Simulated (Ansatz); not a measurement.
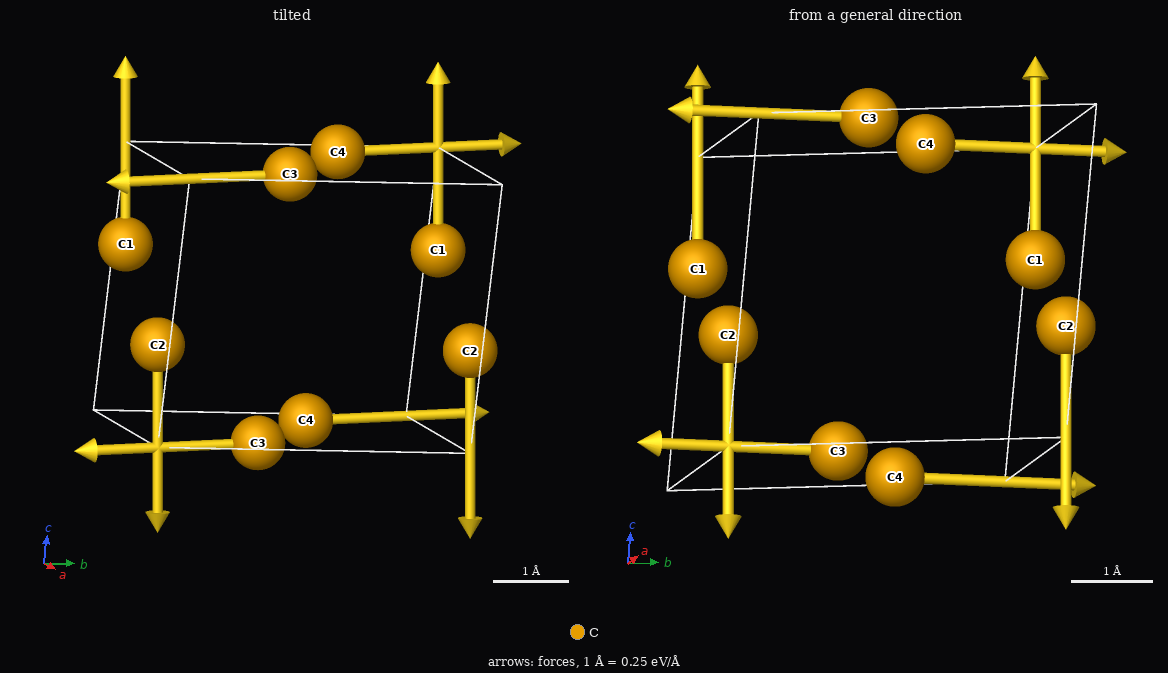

A spheres-only picture of a crystal structure, seen slightly off an axis and from a general direction. The edges of the cell (the run's own, in a reduced setting) are marked. The arrows are the computed forces on the atoms.

System: C. The numbers come from Ansatz 0.2.0, DFT PBE, scalar-relativistic, plane waves, PAW, using plane-wave cutoff 420 eV, k-points about 0.23 Å⁻¹ apart, Gaussian smearing of 0.02 eV, no spin polarisation.

Q: Has this structure been optimised to equilibrium?

A: No. The atoms still feel forces of up to about 0.56 eV/Å, far above a usual threshold of 0.01 to 0.03 eV/Å.

Q: Name the atom under the greatest force.

A: All C atoms, about 0.56 eV/Å.

Starting structure: a structure listed in the Materials Project, with elements exchanged, so it need not be a known form of the compound. The cell was then strained or its atoms displaced on purpose. Ansatz was used for an electronic-structure calculation on it.
